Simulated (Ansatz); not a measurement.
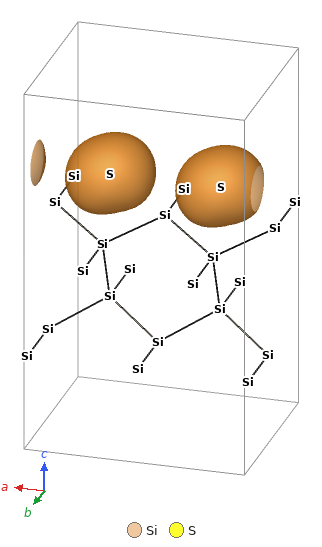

*Si₈S (slab). Isosurfaces of the spin density (up minus down) at +0.015 (orange) and −0.015 e/Å³ (purple), seen at an oblique angle. Sticks mark near contacts.*

A point of a scan over the structure, not its minimum; not relaxed (largest force 1.7 eV/Å); PAW files of the earlier set (soft_1); spin-polarised.

Theory: DFT PBE+D3(BJ), scalar-relativistic, plane waves, PAW in Ansatz 0.2.0.

**Where is the spin, and how is it ordered?**

The spin density sits on S: +0.8 μB in one cell of 9 atoms: a single local moment. The cell of the calculation (9 atoms) carries 0.9 μB of net spin moment.
